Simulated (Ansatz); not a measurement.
**Mending a single-point calculation on Ru**

System: Ru (P6₃/mmc, 2 atoms in the cell).
Method of the first run: DFT, PBEsol, plane waves, PAW, PAW set soft_1, no spin polarisation (Ansatz 0.2.0).

The structure derives from an entry of the Crystallography Open Database. Some settings of this run were made unusual or wrong on purpose. Text and figures count atoms from 1; the logs count them from 0 in places.

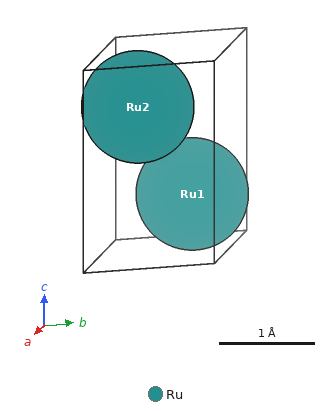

Fig. 1: The structure (ball-and-stick view of the cell of the calculation, seen slightly off an axis; atoms are numbered from 1 in the order of the input).

### Input, the first run
```yaml
crystal:
  lattice:
    - [1.43861542, 0.0, 0.0]
    - [-0.71930771, 1.2458775, 0.0]
    - [0.0, 0.0, 2.20266407]
  atoms:
    - { symbol: Ru, position: [0.3333333333, 0.6666666667, 0.25] }
    - { symbol: Ru, position: [0.6666666667, 0.3333333333, 0.75] }
basis:
  ecutwfc: 420
kpoints:
  mp_grid: { grid: [21, 21, 12] }
hamiltonian:
  xc: pbesol
  pseudopotentials: { kind: paw, azcp: { folder: soft_1 } }
scf:
  occupations: { method: gaussian, width: 0.15 }
  max_iter: 50
output:
  forces: true
  eigenvalues: true
  stress: true
```

Command:
```bash
ansatz run input.yaml --threads 1 --pin off --max-ram 2048MiB --backend cpu --events-out ev --progress --plain --runs-dir out
```

Hardware: 1 thread of AMD EPYC (Zen 5), 64 GiB of memory available, shared host.

### Output, shortened to warnings, some set-up lines, iterations and results (the first run)
```
Warning: [file] the record states the generating functional pbe (its physics header spells it `PBE`), which answers neither for hamiltonian.xc's functional nor for the pbesol family's — results may be inconsistent (PPs are generated against a specific XC)
Basis set: ecut = 420 eV, 97 PW (Γ), exchange–correlation on 20×20×30 points (8 copies of the dense FFT grid, shifted against one another)
Symmetry: 24 space group operations
k-points: 336 of 5292
Initial density: superposition of atomic densities (chi_scale 0.1, normalization cell)
[...]
SCF iter   1: F=—  HF=-11169.124534 eV  |F-HF|=—  |Δ(HF+E_count)|=         —  Δρ=7.73e-1  dr2=6.48e0  ethr=3.10e-3  ⟨swp⟩=1.0  Hψ=53226  notcnv=0
SCF iter   2: F=—  HF=-11178.776627 eV  |F-HF|=—  |Δ(HF+E_count)|=    9.65e0  Δρ=4.02e-1  dr2=1.78e0  ethr=3.10e-3  ⟨swp⟩=3.0  Hψ=21507  notcnv=0  defer=898
SCF iter   3: F=—  HF=-11182.140648 eV  |F-HF|=—  |Δ(HF+E_count)|=    3.36e0  Δρ=2.82e-2  dr2=8.35e-3  ethr=3.10e-3  ⟨swp⟩=3.8  Hψ=18999  notcnv=0  defer=898
SCF iter   4: F=—  HF=-11182.132277 eV  |F-HF|=—  |Δ(HF+E_count)|=   8.37e-3  Δρ=3.40e-3  dr2=1.30e-4  ethr=2.61e-5  ⟨swp⟩=2.5  Hψ=13374  notcnv=0  defer=866
SCF iter   5: F=—  HF=-11182.132181 eV  |F-HF|=—  |Δ(HF+E_count)|=   9.57e-5  Δρ=3.60e-4  dr2=1.24e-6  ethr=4.05e-7  ⟨swp⟩=2.6  Hψ=13076  notcnv=0  defer=866
SCF iter   6: F=—  HF=-11182.132183 eV  |F-HF|=—  |Δ(HF+E_count)|=   1.65e-6  Δρ=2.75e-5  dr2=1.02e-8  ethr=3.13e-10  ⟨swp⟩=13.1  Hψ=51077  notcnv=0
SCF iter   7: F=-11182.132183 eV  HF=-11182.132183 eV  |F-HF|=2.36e-11  |Δ(HF+E_count)|=   5.41e-9  Δρ=1.82e-6  dr2=1.62e-11  ethr=3.18e-11  ⟨swp⟩=2.9  Hψ=27175  notcnv=0
SCF 1 converged in 7 iterations: F = -11182.132183 eV  dr2 = 1.62e-11
SCF converged after 7 iterations
Free energy (F): -11182.132183 eV
Harris-Foulkes:  -11182.132183 eV  (|F-HF|=2.36e-11)
Internal energy: -11182.127018 eV  (E = F + TS)
E sigma→0 (E₀):  -11182.129600 eV
Entropy (-TS):   -0.005165 eV (-2.583 meV/atom)
Fermi energy:    160.115119 eV
--- Per-component energies (eV) ---
  E_band       = 3477.242694
  E_kinetic    = 1656.968675
  E_local      = 1738.577961  (includes V_loc(G=0)·N_el)
  E_nonlocal   = 1368.725974
  E_hartree    = 69.514194
  E_xc         = -404.920840
  E_vxc        = -516.827588  (∫ρ·V_xc dr)
  E_paw        = -7129.049030  (= ΣΔE_a)
  E_vpaw       = -909.233139  (= ΣTr[D̂ρ^β])
  E_aug_tail   = 0.002359  (compensation charges beyond the density's cutoff)
  E_ewald      = -8482.452904
  E_core_change = 0.506593  (= ΣΔE_core)
  E_smearing   = -0.005165  (= −TS)
  E_closure    = 0.000000  (closes the sum)
  Σ components = -11182.132183   (vs F -11182.132183, Δ=0.00e0)
--- Forces (eV/Å), atoms counted from 1 ---
  atom   1  Ru     0.00000000    -0.00000000    -0.00000000
  atom   2  Ru     0.00000000     0.00000000     0.00000000
  max |Σ_I F_I| component: 2.96e-16 eV/Å
--- Stress (GPa, compression-positive) ---
    29661.340975       0.000000      -0.000000
        0.000000   29661.340975       0.000000
       -0.000000       0.000000   33259.069003
  P = ⅓ Tr σ = 30860.5837 GPa (308605.837 kbar)
```

> What should be changed in this input?

The input was spoiled on purpose: a lattice far too small (`crystal.lattice`). The atoms are squeezed together and the pressure is enormous. The program still converged, but the numbers can't be taken as results for the intended system. Warnings of the run: the PAW datasets were made with another functional.

A run of the same system that converges differs from this input as follows (lines with − go, lines with + come):
```diff
-    - [1.43861542, 0.0, 0.0]
-    - [-0.71930771, 1.2458775, 0.0]
-    - [0.0, 0.0, 2.20266407]
+    - [2.7184661087, 0.0, 0.0]
+    - [-1.3592330543, 2.3542607094, 0.0]
+    - [0.0, 0.0, 4.2293895719]
-  max_iter: 50
```

### Output, shortened to warnings, some set-up lines, iterations and results (the second run)
```
Warning: [file] the record states the generating functional pbe (its physics header spells it `PBE`), which answers neither for hamiltonian.xc's functional nor for the pbesol family's — results may be inconsistent (PPs are generated against a specific XC)
Basis set: ecut = 420 eV, 537 PW (Γ), exchange–correlation on 40×40×60 points (8 copies of the dense FFT grid, shifted against one another)
Symmetry: 24 space group operations
k-points: 336 of 5292
Initial density: superposition of atomic densities (chi_scale 0.1, normalization cell)
[...]
SCF iter   1: F=—  HF=-11634.578424 eV  |F-HF|=—  |Δ(HF+E_count)|=         —  Δρ=1.31e-1  dr2=4.45e0  ethr=3.10e-3  ⟨swp⟩=4.9  Hψ=25988  notcnv=0
SCF iter   2: F=—  HF=-11633.503485 eV  |F-HF|=—  |Δ(HF+E_count)|=    1.07e0  Δρ=7.02e-2  dr2=1.27e0  ethr=3.10e-3  ⟨swp⟩=2.3  Hψ=13690  notcnv=0  defer=51
SCF iter   3: F=—  HF=-11633.090012 eV  |F-HF|=—  |Δ(HF+E_count)|=   4.13e-1  Δρ=3.95e-3  dr2=1.68e-3  ethr=3.10e-3  ⟨swp⟩=2.0  Hψ=10577  notcnv=0  defer=51
SCF iter   4: F=—  HF=-11633.091736 eV  |F-HF|=—  |Δ(HF+E_count)|=   1.72e-3  Δρ=3.46e-4  dr2=1.05e-5  ethr=5.24e-6  ⟨swp⟩=2.4  Hψ=14858  notcnv=0  defer=41
SCF iter   5: F=—  HF=-11633.091739 eV  |F-HF|=—  |Δ(HF+E_count)|=   2.90e-6  Δρ=1.44e-4  dr2=3.35e-6  ethr=3.28e-8  ⟨swp⟩=2.0  Hψ=11781  notcnv=0  defer=41
SCF iter   6: F=-11633.091737 eV  HF=-11633.091737 eV  |F-HF|=5.65e-8  |Δ(HF+E_count)|=   1.16e-6  Δρ=2.38e-5  dr2=7.70e-8  ethr=3.13e-10  ⟨swp⟩=3.7  Hψ=29910  notcnv=0
SCF 1 converged in 6 iterations: F = -11633.091737 eV  dr2 = 7.70e-8
SCF converged after 6 iterations
Free energy (F): -11633.091737 eV
Harris-Foulkes:  -11633.091737 eV  (|F-HF|=5.65e-8)
Internal energy: -11633.072424 eV  (E = F + TS)
E sigma→0 (E₀):  -11633.082081 eV
Entropy (-TS):   -0.019313 eV (-9.657 meV/atom)
Fermi energy:    23.281223 eV
--- Per-component energies (eV) ---
  E_band       = -113.995601
  E_kinetic    = 920.215549
  E_local      = -2535.405150  (includes V_loc(G=0)·N_el)
  E_nonlocal   = 828.401863
  E_hartree    = 837.644641
  E_xc         = -338.475971
  E_vxc        = -429.417291  (∫ρ·V_xc dr)
  E_paw        = -6879.867847  (= ΣΔE_a)
  E_vpaw       = -573.072380  (= ΣTr[D̂ρ^β])
  E_aug_tail   = 0.001201  (compensation charges beyond the density's cutoff)
  E_ewald      = -4466.093302
  E_core_change = 0.506593  (= ΣΔE_core)
  E_smearing   = -0.019313  (= −TS)
  E_closure    = 0.000000  (closes the sum)
  Σ components = -11633.091737   (vs F -11633.091737, Δ=0.00e0)
--- Forces (eV/Å), atoms counted from 1 ---
  atom   1  Ru    -0.00000000    -0.00000000     0.00000000
  atom   2  Ru     0.00000000     0.00000000     0.00000000
  max |Σ_I F_I| component: 4.63e-18 eV/Å
--- Stress (GPa, compression-positive) ---
       -7.050038      -0.000000       0.000000
       -0.000000      -7.050038       0.000000
        0.000000       0.000000      -0.782483
  P = ⅓ Tr σ = -4.9609 GPa (-49.609 kbar)
```

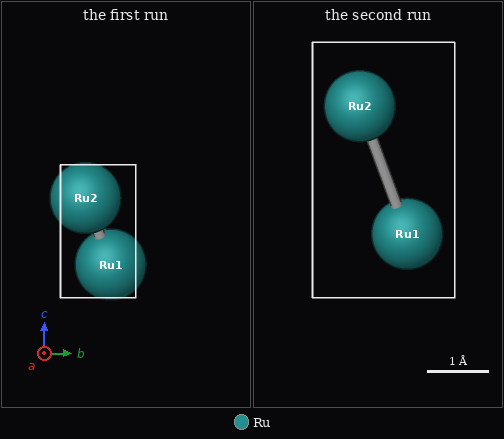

Fig. 2: The two input geometries at one scale (ball-and-stick view of the cell of the calculation, along the a axis). The atoms keep their places relative to the cell (all moves are under 0.005 Å). The volume changes by +585.6 %, with a = b 1.439 → 2.718 Å (+89.0 %), c 2.203 → 4.229 Å (+92.0 %). Among the contacts that change: Ru1–Ru1 1.439 → 2.718 Å, Ru1–Ru2 1.379 → 2.633 Å.

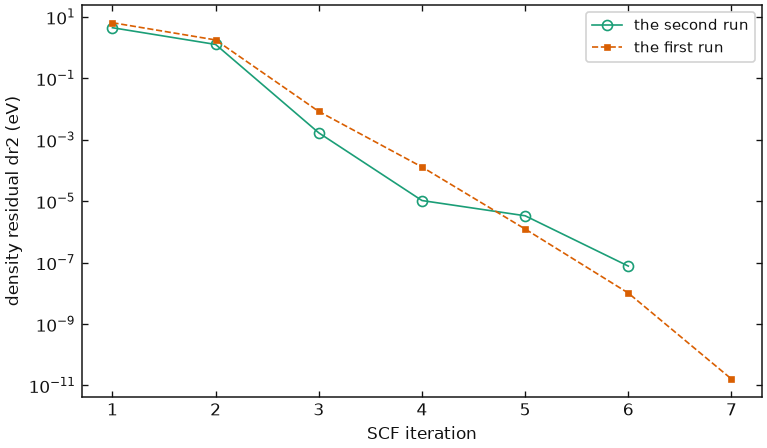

Fig. 3: Convergence of the two runs: density residual dr2 against the SCF iteration. The second run takes 6 iterations in all, and the first run takes 7.

### The two runs side by side

| quantity | the first run | the second run |
| --- | --- | --- |
| outcome | converged | converged |
| free energy per atom (eV) | −5591.0661 | −5816.5459 |
| energy per atom, smearing taken to zero (eV) | −5591.0648 | −5816.5410 |
| gap on the mesh (eV) | 0.00 | 0.00 |
| pressure (GPa) | 30860.58 | −4.96 |
| volume per atom (Å³) | 1.97 | 13.53 |
| largest force (eV/Å) | 0.000 | 0.000 |
| SCF iterations | 7 | 6 |
| irreducible k-points | 336 | 336 |
| plane waves at Γ | 97 | 537 |
| wall time (shared host) | 1.8 s | 3.4 s |

With the same functional and potentials, the second run lies 225479.8 meV per atom lower. The pressure goes from 30860.58 to −4.96 GPa. The volume per atom goes from 1.97 to 13.53 Å³. The SCF takes 6 iterations against 7. The plane waves at Γ go from 97 to 537.

Notes on the second run: The program warns: the PAW datasets were made with another functional.
